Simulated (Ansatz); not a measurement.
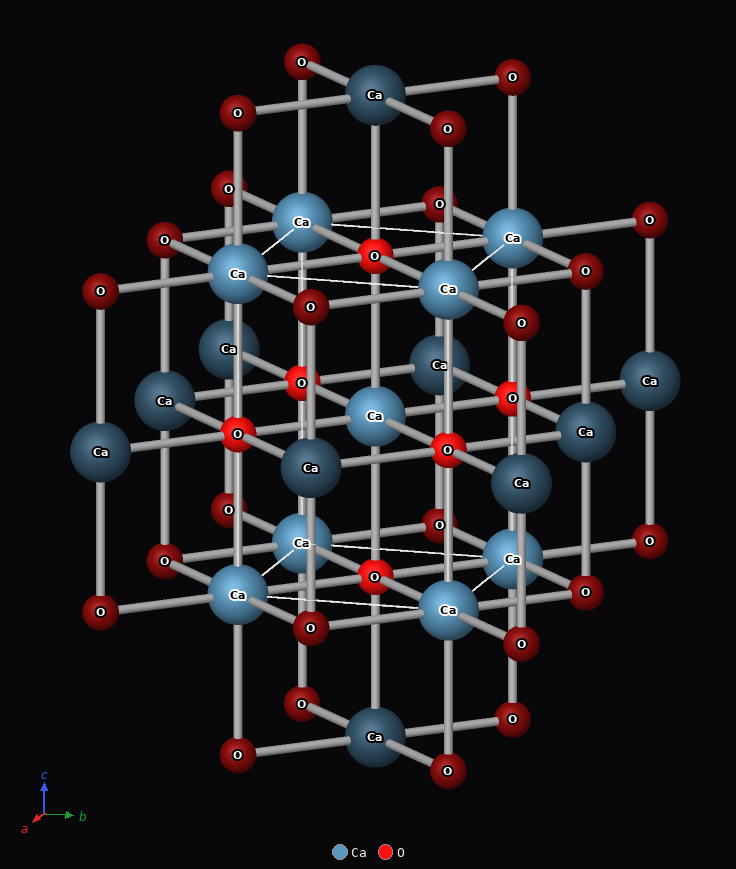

We look at a ball-and-stick model of the crystal slightly off an axis. The conventional unit cell is drawn as a box. The first bonded neighbours in the surrounding cells are also shown, in fainter colours.

CaO, space group I4/mmm (No. 139), a = 3.188 Å, b = 3.188 Å, c = 4.795 Å, α = 90.00°, β = 90.00°, γ = 90.00°. The structure comes from a structure type filled with these elements by a generator (whether the compound takes this form wasn't checked). The cell was then strained or its atoms displaced on purpose. An electronic-structure calculation with Ansatz was run on it.

This one geometry was computed with Ansatz (DFT, plane waves, PAW) at three levels of theory: PBE, r2SCAN and HSE06. It was relaxed with r2SCAN and then strained.

**Which level gives the highest pressure at this volume, and what does that say about its equilibrium volume?**

Highest: PBE (22.3 GPa), which points to the largest equilibrium volume. Lowest, with the smallest volume: r2SCAN (20.1 GPa) and HSE06 (20.1 GPa). Levels within 0.5 GPa of each other can't be told apart.

**How does the band gap change with the level of theory?**

PBE: a gap of 3.45 eV, indirect; r2SCAN: a gap of 4.00 eV, indirect; HSE06: a gap of 5.15 eV, indirect.

**Collect the results in a table.**

| level | cutoff (eV) | k-mesh of the run's cell | gap (eV) | pressure (GPa) |
| --- | --- | --- | --- | --- |
| PBE | 420 | 10×10×10 | 3.45 | 22.3 |
| r2SCAN | 500 | 10×10×10 | 4.00 | 20.1 |
| HSE06 | 420 | 6×6×6 | 5.15 | 20.1 |

Gaps are taken on the k-mesh or band path of each run.
